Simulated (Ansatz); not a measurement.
# Single-point calculation of BN

BN (2 atoms in the cell), computed with DFT r2SCAN, scalar-relativistic, plane waves, PAW, no spin polarisation (Ansatz 0.2.0).

The structure derives from a Materials Project entry. It belongs to a series of runs on one base structure; here: ratio of the length along z to the lengths across it x 1.3, volume and fractional coordinates fixed.

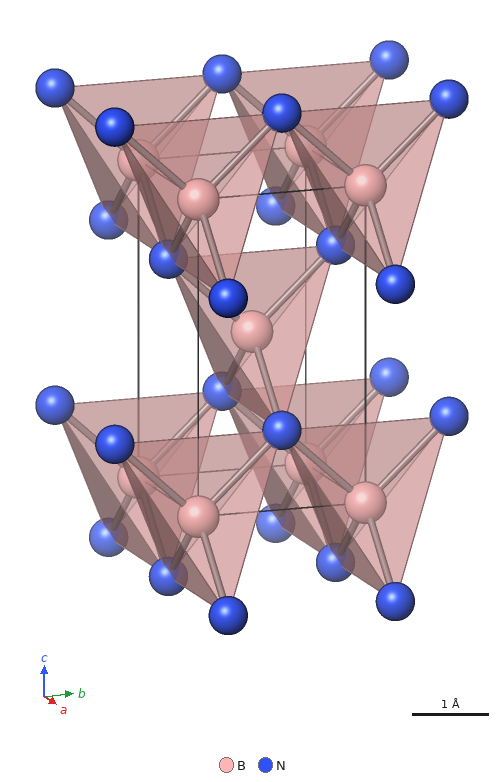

Fig. 1: The structure (polyhedral view of the cell 2 times as large as that of the calculation, set on its symmetry axes, seen slightly off an axis; polyhedra are completed across the faces of the cell). An atom can appear more than once, as a periodic image.

Input:
```yaml
crystal:
  lattice:
    - [0.0, 1.6611808892, 2.159535156]
    - [1.6611808892, 0.0, 2.159535156]
    - [1.6611808892, 1.6611808892, 0.0]
  atoms:
    - { symbol: B, position: [0.0, 0.0, 0.0] }
    - { symbol: "N", position: [0.75, 0.75, 0.75] }
basis:
  ecutwfc: 500
kpoints:
  mp_grid: { grid: [12, 12, 12] }
hamiltonian:
  xc: r2scan
scf:
  occupations: { method: gaussian, width: 0.05 }
output:
  forces: true
  stress: true
  eigenvalues: true
  write_density: true
  write_potential: true
  elf: true
  volumetric_format: npy
```

Run on 1 thread of AMD EPYC (Zen 5), 32 GiB of memory available, shared host.

Launched with:
```bash
ansatz run input.yaml --threads 1 --pin off --max-ram 2560MiB --backend cpu --events-out ev --progress --plain --runs-dir out
```

Output:
```
Engine: ansatz 0.2.0, x86_64-unknown-linux-gnu
Pseudopotentials: kind: paw
Pseudopotential: B, paw, valence charge 3, recommended cutoff 500 eV (meta_gga), B.paw.azcp
Pseudopotential: N, paw, valence charge 5, recommended cutoff 500 eV (meta_gga), N.paw.azcp
Functional definition: r2SCAN
  parameter k0 = 0.174
  parameter k1 = 0.065
  parameter a1 = 4.9479
  exchange = r2scan_x(k0 = k0, k1 = k1, a1 = a1)
  correlation = r2scan_c
Crystal: 2 atoms, lattice volume = 11.919 Å³
Basis set: ecut = 500 eV, 291 PW (Γ), exchange–correlation on 80×80×72 points (64 copies of the dense FFT grid, shifted against one another)
Bands: 8, of which v1, the nominal top of the filled ones, is band 4 counted from 1 (3 counted from 0)
Symmetry: 8 space group operations
Space group: I-4m2 (ITA 119), of the structure as read, at distance tolerance 2.3e-5 Å
k-points: 163 of 1728 (time reversal used)
Non-local potential: B, projectors of the file, l = 0: 2, l = 1: 2, l = 2: 1
Non-local potential: N, projectors of the file, l = 0: 2, l = 1: 2, l = 2: 1
PAW form: soft (Blöchl's): semilocal exchange-correlation on the pseudo side does not see the compensation charge
PAW frozen core: B, regenerated for the run's functional (the file was generated under x = pbe(κ = 0.804, μ = 0.2195149727645171), c = pbe(β = 0.06672455060314922))
PAW frozen core: N, regenerated for the run's functional (the file was generated under x = pbe(κ = 0.804, μ = 0.2195149727645171), c = pbe(β = 0.06672455060314922))
PAW one-centre angular grid: B, 302 points (default); XC on 160 Gauss nodes
PAW one-centre angular grid: N, 302 points (default); XC on 160 Gauss nodes
Initial density: superposition of atomic densities (neutral atoms: chi_scale 0, normalization atom), corrected by the library's trained network
Initial wavefunctions: pseudopotential atomic-orbital guess
Functional: x = r2scan, c = r2scan; τ floored in thin density (d = 2e-4 eV/Å³)
SCF iter   1: F=—  HF=-542.559423 eV  |F-HF|=—  |Δ(HF+E_count)|=         —  Δρ=1.38e-2  dr2=1.95e-2  dr2_τ=3.03e-1  ethr=1.77e-3  ⟨swp⟩=4.5  Hψ=8613  notcnv=0
preconditioner: auto → none  [insulator: Δε(μ)=2.374 eV  Ē_g=20.475 eV  σ=0.050 eV  W_gap=1.00  n_scr=0 (ndim 8)  ℏωp=30.4 eV  f_vac=0.000  D(μ)=0.00/eV (n_scr^D=0)  ε∞_Penn≈3.2]
SCF iter   2: F=—  HF=-542.647121 eV  |F-HF|=—  |Δ(HF+E_count)|=   8.77e-2  Δρ=6.85e-3  dr2=1.87e-3  dr2_τ=4.46e-4  ethr=2.43e-4  ⟨swp⟩=2.0  Hψ=3912  notcnv=0
SCF iter   3: F=—  HF=-542.647340 eV  |F-HF|=—  |Δ(HF+E_count)|=   2.18e-4  Δρ=2.52e-3  dr2=2.95e-4  dr2_τ=4.21e-5  ethr=2.34e-5  ⟨swp⟩=1.0  Hψ=1304  notcnv=0
SCF iter   4: F=—  HF=-542.647364 eV  |F-HF|=—  |Δ(HF+E_count)|=   2.42e-5  Δρ=3.01e-4  dr2=8.57e-6  dr2_τ=7.60e-7  ethr=3.69e-6  ⟨swp⟩=2.0  Hψ=1945  notcnv=0
SCF iter   5: F=—  HF=-542.647362 eV  |F-HF|=—  |Δ(HF+E_count)|=   2.30e-6  Δρ=6.98e-5  dr2=4.21e-7  dr2_τ=2.68e-8  ethr=1.07e-7  ⟨swp⟩=2.5  Hψ=1890  notcnv=0
SCF iter   6: F=-542.647362 eV  HF=-542.647362 eV  |F-HF|=1.99e-9  |Δ(HF+E_count)|=   1.15e-7  Δρ=8.30e-6  dr2=2.91e-9  dr2_τ=4.47e-10  ethr=1.25e-9  ⟨swp⟩=9.0  Hψ=9076  notcnv=0
SCF 1 converged in 6 iterations: F = -542.647362 eV  dr2 = 2.91e-9
  greatest PAW one-centre occupation: 0.792 electrons in one spin orbital (limit 2), on the N atom at site 1 (counted from 0), in its partial waves of l = 0
```

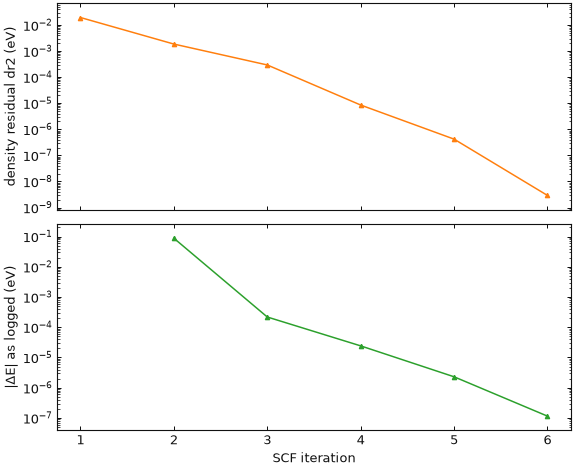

Fig. 2: Convergence of the self-consistent field: density residual dr2 and size of the energy change against the SCF iteration. The residual falls at every step.

```
SCF converged after 6 iterations
Free energy (F): -542.647362 eV
Harris-Foulkes:  -542.647362 eV  (|F-HF|=1.99e-9)
Internal energy: -542.647362 eV  (E = F + TS)
E sigma→0 (E₀):  -542.647362 eV
Fermi energy:    13.602309 eV
--- Per-component energies (eV) ---
  E_band       = 24.284225
  E_kinetic    = 184.803269
  E_local      = -170.167754  (includes V_loc(G=0)·N_el)
  E_nonlocal   = 55.684681
  E_hartree    = 48.454792
  E_xc         = -91.740678
  E_vxc        = -126.999651  (∫ρ·V_xc dr)
  E_paw        = -209.275447  (= ΣΔE_a)
  E_vpaw       = -22.929655  (= ΣTr[D̂ρ^β])
  E_aug_tail   = 0.000016  (compensation charges beyond the density's cutoff)
  E_vtau       = 6.984244  (kinetic-family band-sum trace: ∫τ·v_τ [+ j·A + Jᵃ·Aᵃ] dr)
  E_ewald      = -360.358234
  E_core_change = -0.048007  (= ΣΔE_core)
  E_smearing   = -0.000000  (= −TS)
  E_closure    = -0.000000  (closes the sum)
  Σ components = -542.647362   (vs F -542.647362, Δ=0.00e0)
--- Forces (eV/Å), atoms counted from 1 ---
  atom   1  B     -0.00000000     0.00000000     0.00000000
  atom   2  N      0.00000000     0.00000000     0.00000000
  max |Σ_I F_I| component: 4.30e-16 eV/Å
--- Stress (GPa, compression-positive) ---
       73.074834      -0.000000       0.000000
        0.000000      73.074834       0.000000
        0.000000       0.000000    -154.546082
  P = ⅓ Tr σ = -2.7988 GPa (-27.988 kbar)
--- Band table (eV; the first three rows and the last of 163) ---
  k-point 0: bands = ["-10.1453", "8.4689", "12.3382", "12.3382", "20.3857", "20.4825", "20.4825", "22.4107"]
  k-point 1: bands = ["-9.9636", "8.1660", "11.5016", "12.2604", "19.7119", "20.7629", "21.0727", "23.2206"]
  k-point 2: bands = ["-9.4253", "7.1945", "9.7644", "12.0761", "18.7645", "21.4992", "22.1739", "24.6393"]
  k-point 162: bands = ["-6.3007", "-0.5917", "8.8218", "8.8218", "19.6935", "25.0688", "28.9305", "28.9305"]
```

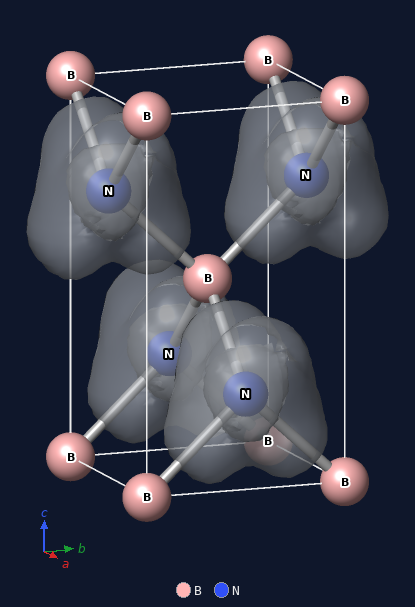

Fig. 3: Isosurface of the electron localisation function at 0.7 (grey), seen slightly off an axis. Core shells and regions of very low density are left out. Sticks mark near contacts. The outline is the cell set on symmetry axes. Along the contacts the grid gives the following. The fields are those of the smooth PAW valence density.

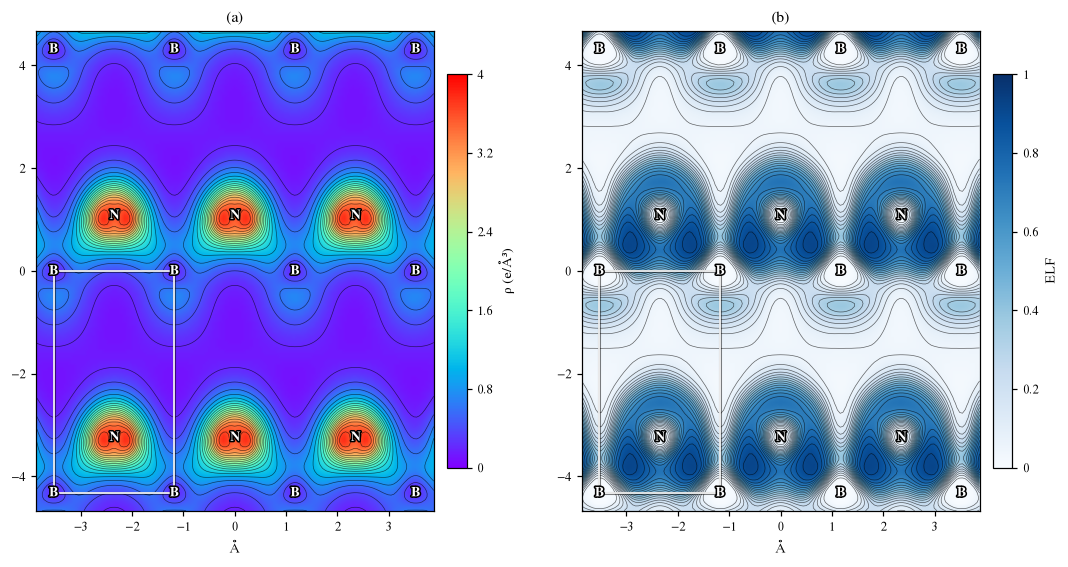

Fig. 4: (a) valence charge density (pseudo); (b) ELF on the (100) plane of the conventional cell. Atoms in the plane: B and N. Away from the nuclei the density in this plane falls to 0.09 e/Å³ at its lowest.

Summary:

```json
{"quantity": "outcome", "value": "converged"}
{"quantity": "space group (tolerance 0.01 Å)", "value": "I-4m2 (119)"}
{"quantity": "electrons treated", "value": "8"}
{"quantity": "free energy", "value": "−542.6474 eV"}
{"quantity": "Fermi energy", "value": "13.602 eV"}
{"quantity": "gap on the k-point mesh", "value": "2.41 eV"}
{"quantity": "pressure", "value": "−2.80 GPa"}
{"quantity": "largest force (length of the vector)", "value": "under 0.001 eV/Å"}
{"quantity": "wall time", "value": "1.7 s"}
{"quantity": "peak memory", "value": "0.36 GiB"}
```
